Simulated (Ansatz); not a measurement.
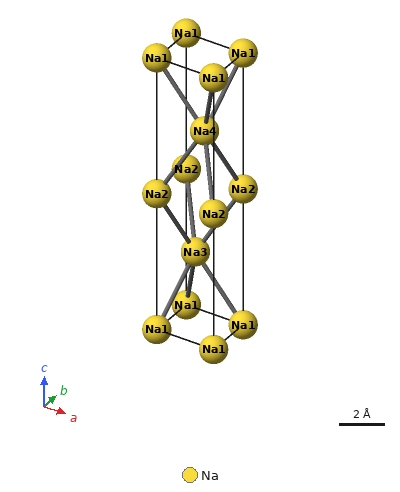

**Figure 1.** The input geometry of run A (ball-and-stick view of the cell of the calculation, seen at an oblique angle; atoms are numbered from 1 in the order of the input).

# What a change does: single-point calculation on Na

System: Na (4 atoms in the cell).
Method of run A: DFT, BLYP, plane waves (420 eV) with PAW, scalar-relativistic, no spin polarisation (Ansatz 0.2.0).

Text and figures count atoms from 1; the logs count them from 0 in places.

## Input file, run A
```yaml
crystal:
  lattice:
    - [3.9071325823, 0.0, 0.0]
    - [-1.9535662911, 3.3836760722, 0.0]
    - [0.0, 0.0, 12.6690202866]
  atoms:
    - { symbol: Na, position: [0.0, 1.0, 0.0] }
    - { symbol: Na, position: [0.0, 1.0, 0.5] }
    - { symbol: Na, position: [0.3333333333, 0.6666666667, 0.25] }
    - { symbol: Na, position: [0.6666666667, 0.3333333333, 0.75] }
hamiltonian:
  xc: blyp
  pseudopotentials:
    kind: paw
    azcp:
      Na: "pseudopotentials/Na.paw.azcp"
basis:
  ecutwfc: 420
  fft_grid_basis: typed
kpoints:
  mp_grid: { grid: [13, 13, 4], shift: [0, 0, 0] }
magnetization:
  spin_polarized: false
scf:
  occupations: { method: fermi_dirac, width: 0.1 }
output:
  stress: true
  write_density: true
  write_potential: true
  elf: true
  volumetric_format: npy
```

Hardware: 2 threads of an Arm (aarch64) CPU, shared host.

## Output, shortened to warnings, some set-up lines, iterations and results (run A)
```
Basis set: ecut = 420 eV, 3295 PW (Γ), exchange–correlation on 54×54×180 points (8 copies of the dense FFT grid, shifted against one another)
Symmetry: 24 space group operations
k-points: 63 of 676
Initial density: superposition of atomic densities (neutral atoms: chi_scale 0, normalization atom), corrected by the library's trained network
[...]
SCF iter   1: F=—  HF=-5957.431714 eV  |F-HF|=—  |Δ(HF+E_count)|=         —  Δρ=9.97e-4  dr2=2.08e-3  ethr=1.77e-3  ⟨swp⟩=4.4  Hψ=5552  notcnv=0
SCF iter   2: F=—  HF=-5957.431619 eV  |F-HF|=—  |Δ(HF+E_count)|=   9.59e-5  Δρ=7.48e-4  dr2=1.24e-3  ethr=5.78e-6  ⟨swp⟩=2.1  Hψ=3001  notcnv=0
SCF iter   3: F=—  HF=-5957.433520 eV  |F-HF|=—  |Δ(HF+E_count)|=   1.90e-3  Δρ=3.44e-4  dr2=2.52e-4  ethr=3.45e-6  ⟨swp⟩=3.0  Hψ=2376  notcnv=0
SCF iter   4: F=—  HF=-5957.433682 eV  |F-HF|=—  |Δ(HF+E_count)|=   1.62e-4  Δρ=1.81e-4  dr2=6.35e-5  ethr=7.00e-7  ⟨swp⟩=3.0  Hψ=2635  notcnv=0
SCF iter   5: F=—  HF=-5957.433808 eV  |F-HF|=—  |Δ(HF+E_count)|=   1.26e-4  Δρ=1.10e-4  dr2=1.07e-5  ethr=1.76e-7  ⟨swp⟩=2.0  Hψ=2595  notcnv=0
SCF iter   6: F=—  HF=-5957.433809 eV  |F-HF|=—  |Δ(HF+E_count)|=   8.70e-7  Δρ=1.88e-5  dr2=1.19e-6  ethr=2.98e-8  ⟨swp⟩=2.0  Hψ=2560  notcnv=0
SCF iter   7: F=-5957.433813 eV  HF=-5957.433812 eV  |F-HF|=9.60e-8  |Δ(HF+E_count)|=   3.65e-6  Δρ=6.29e-6  dr2=5.38e-8  ethr=2.78e-10  ⟨swp⟩=6.6  Hψ=9755  notcnv=0
SCF 1 converged in 7 iterations: F = -5957.433813 eV  dr2 = 5.38e-8
SCF converged after 7 iterations
Free energy (F): -5957.433813 eV
Harris-Foulkes:  -5957.433812 eV  (|F-HF|=9.60e-8)
Internal energy: -5957.361379 eV  (E = F + TS)
E sigma→0 (E₀):  -5957.397596 eV
Entropy (-TS):   -0.072433 eV (-18.108 meV/atom)
Fermi energy:    1.666329 eV
--- Per-component energies (eV) ---
  E_band       = -981.352237
  E_kinetic    = 478.957309
  E_local      = -5904.342831  (includes V_loc(G=0)·N_el)
  E_nonlocal   = 453.022770
  E_hartree    = 2172.339805
  E_xc         = -150.307491
  E_vxc        = -193.421307  (∫ρ·V_xc dr)
  E_paw        = -1066.822084  (= ΣΔE_a)
  E_vpaw       = -160.242693  (= ΣTr[D̂ρ^β])
  E_aug_tail   = -0.000090  (compensation charges beyond the density's cutoff)
  E_ewald      = -1940.218780
  E_core_change = 0.010013  (= ΣΔE_core)
  E_smearing   = -0.072433  (= −TS)
  E_closure    = 0.000000  (closes the sum)
  Σ components = -5957.433813   (vs F -5957.433813, Δ=0.00e0)
--- Stress (GPa, compression-positive) ---
       -0.639375      -0.000000       0.000000
       -0.000000      -0.639375      -0.000000
        0.000000      -0.000000      -0.617473
  P = ⅓ Tr σ = -0.6321 GPa (-6.321 kbar)
```

For run B the input was changed thus:
```diff
-    - [3.9071325823, 0.0, 0.0]
-    - [-1.9535662911, 3.3836760722, 0.0]
-    - [0.0, 0.0, 12.6690202866]
+    - [3.8600541118, 0.0, 0.0]
+    - [-1.9300270559, 3.3429049208, 0.0]
+    - [0.0, 0.0, 12.5163666245]
```

Predict how the results change.

With the same functional and potentials, run B lies 5.1 meV per atom lower. The pressure goes from −0.63 to −0.46 GPa. The volume per atom goes from 41.87 to 40.38 Å³. The cell is scaled evenly with the atoms at fixed fractional positions, so −ΔP/Δ ln V estimates the bulk modulus midway between the two volumes: about 4.8 GPa. The number of SCF iterations is the same. The plane waves at Γ go from 3295 to 3149.

## Output, shortened to warnings, some set-up lines, iterations and results (run B)
```
Basis set: ecut = 420 eV, 3149 PW (Γ), exchange–correlation on 54×54×180 points (8 copies of the dense FFT grid, shifted against one another)
Symmetry: 24 space group operations
k-points: 63 of 676
Initial density: superposition of atomic densities (neutral atoms: chi_scale 0, normalization atom), corrected by the library's trained network
[...]
SCF iter   1: F=—  HF=-5957.452376 eV  |F-HF|=—  |Δ(HF+E_count)|=         —  Δρ=1.02e-3  dr2=2.03e-3  ethr=1.77e-3  ⟨swp⟩=4.5  Hψ=5513  notcnv=0
SCF iter   2: F=—  HF=-5957.452091 eV  |F-HF|=—  |Δ(HF+E_count)|=   2.85e-4  Δρ=7.60e-4  dr2=1.22e-3  ethr=5.65e-6  ⟨swp⟩=2.1  Hψ=3036  notcnv=0
SCF iter   3: F=—  HF=-5957.453940 eV  |F-HF|=—  |Δ(HF+E_count)|=   1.85e-3  Δρ=3.49e-4  dr2=2.49e-4  ethr=3.38e-6  ⟨swp⟩=3.0  Hψ=2365  notcnv=0
SCF iter   4: F=—  HF=-5957.454101 eV  |F-HF|=—  |Δ(HF+E_count)|=   1.61e-4  Δρ=1.86e-4  dr2=6.64e-5  ethr=6.91e-7  ⟨swp⟩=3.0  Hψ=2635  notcnv=0
SCF iter   5: F=—  HF=-5957.454227 eV  |F-HF|=—  |Δ(HF+E_count)|=   1.26e-4  Δρ=1.13e-4  dr2=1.10e-5  ethr=1.84e-7  ⟨swp⟩=2.0  Hψ=2593  notcnv=0
SCF iter   6: F=—  HF=-5957.454227 eV  |F-HF|=—  |Δ(HF+E_count)|=   6.70e-7  Δρ=1.94e-5  dr2=1.18e-6  ethr=3.05e-8  ⟨swp⟩=2.0  Hψ=2556  notcnv=0
SCF iter   7: F=-5957.454231 eV  HF=-5957.454231 eV  |F-HF|=8.46e-8  |Δ(HF+E_count)|=   3.42e-6  Δρ=5.90e-6  dr2=4.50e-8  ethr=2.78e-10  ⟨swp⟩=6.8  Hψ=9794  notcnv=0
SCF 1 converged in 7 iterations: F = -5957.454231 eV  dr2 = 4.50e-8
SCF converged after 7 iterations
Free energy (F): -5957.454231 eV
Harris-Foulkes:  -5957.454231 eV  (|F-HF|=8.46e-8)
Internal energy: -5957.383038 eV  (E = F + TS)
E sigma→0 (E₀):  -5957.418634 eV
Entropy (-TS):   -0.071193 eV (-17.798 meV/atom)
Fermi energy:    1.808367 eV
--- Per-component energies (eV) ---
  E_band       = -975.542553
  E_kinetic    = 479.247192
  E_local      = -5863.080739  (includes V_loc(G=0)·N_el)
  E_nonlocal   = 453.106036
  E_hartree    = 2154.542743
  E_xc         = -150.508632
  E_vxc        = -193.690031  (∫ρ·V_xc dr)
  E_paw        = -1066.817240  (= ΣΔE_a)
  E_vpaw       = -160.207173  (= ΣTr[D̂ρ^β])
  E_aug_tail   = -0.000094  (compensation charges beyond the density's cutoff)
  E_ewald      = -1963.882316
  E_core_change = 0.010013  (= ΣΔE_core)
  E_smearing   = -0.071193  (= −TS)
  E_closure    = -0.000000  (closes the sum)
  Σ components = -5957.454231   (vs F -5957.454231, Δ=0.00e0)
--- Stress (GPa, compression-positive) ---
       -0.465036       0.000000      -0.000000
       -0.000000      -0.465036      -0.000000
       -0.000000      -0.000000      -0.437297
  P = ⅓ Tr σ = -0.4558 GPa (-4.558 kbar)
```

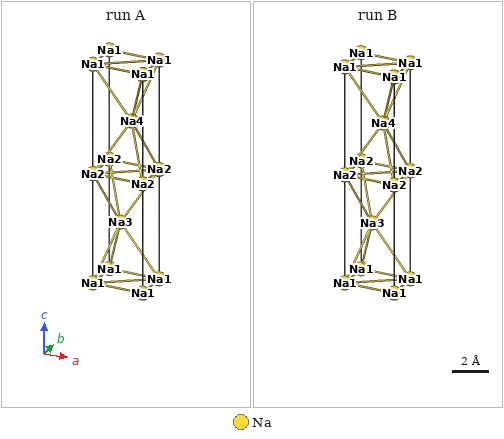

**Figure 2.** The two input geometries at one scale (ball-and-stick view of the cell of the calculation, seen slightly off an axis). No atom moves by more than 0.005 Å relative to the cell. Cell: a = b 3.907 → 3.860 Å (−1.2 %), c 12.669 → 12.516 Å (−1.2 %). Volume −3.6 %. Among the contacts that change: Na1–Na1 3.907 → 3.860 Å, Na1–Na3 3.888 → 3.842 Å.

## The two runs side by side

```tsv
quantity	run A	run B
outcome	converged	converged
free energy per atom (eV)	−1489.3585	−1489.3636
energy per atom, smearing taken to zero (eV)	−1489.3494	−1489.3547
pressure (GPa)	−0.63	−0.46
volume per atom (Å³)	41.87	40.38
SCF iterations	7	7
irreducible k-points	63	63
plane waves at Γ	3295	3149
wall time (shared host)	8.5 s	8.1 s
```
